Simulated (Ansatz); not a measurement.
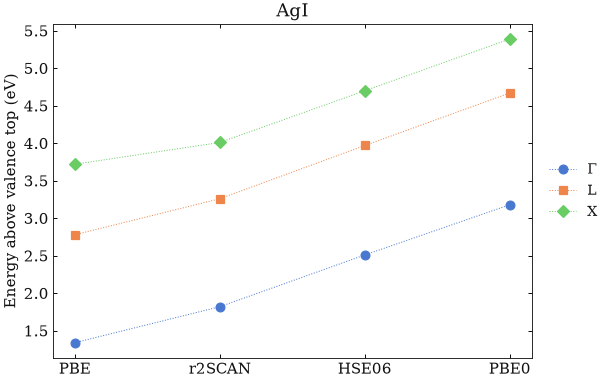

Lowest conduction level at each named k point, counted from the valence-band top at Γ, by several methods on one cell of zincblende AgI, space group F-43m, 2 atoms in the primitive cell, relaxed with r2SCAN; cubic a = 6.577 Å. All runs are without spin-orbit coupling and carry no moments.

Does HSE06 shift these levels rigidly from PBE?

Answer. The shifts are +1.17 eV at Γ, +1.19 eV at L and +0.98 eV at X, and at points that aren't plotted +1.35 eV (W) and +1.13 eV (K): over the named points that both runs hold, a spread of 0.37 eV on a mean of 1.16 eV, so one shift describes them only roughly.

How do the methods rank at Γ?

Answer. From low to high: PBE 1.34, r2SCAN 1.82, HSE06 2.51, PBE0 3.18 eV.

Do the methods agree on which of these conduction levels is lowest?

Answer. Yes: all put it at Γ.

| method | program | Γ (eV) | L (eV) | X (eV) |
| --- | --- | --- | --- | --- |
| PBE | Ansatz | 1.34 | 2.78 | 3.72 |
| r2SCAN | Ansatz | 1.82 | 3.26 | 4.01 |
| HSE06 | Ansatz | 2.51 | 3.97 | 4.70 |
| PBE0 | Ansatz | 3.18 | 4.67 | 5.39 |

Settings. PBE: Ansatz PAW set, 6×6×6 k mesh, 420 eV cutoff, Fermi-Dirac smearing of 0.02 eV (Ansatz). r2SCAN: Ansatz PAW set, 6×6×6 k mesh, 500 eV cutoff, fixed occupations (Ansatz 0.2.0). HSE06: Ansatz PAW set, 4×4×4 k mesh, 420 eV cutoff, fixed occupations (Ansatz 0.2.0). PBE0: Ansatz PAW set, 4×4×4 k mesh, 420 eV cutoff, fixed occupations (Ansatz 0.2.0).

These are four of the 7 methods that were run on this cell. Spin-orbit coupling is left out, which matters for I. r2SCAN, HSE06 and PBE0: the PAW data sets were made with another functional. LDA, GGA and most meta-GGA functionals understate gaps. HSE06 and PBE0: the k mesh is thin for exact exchange.
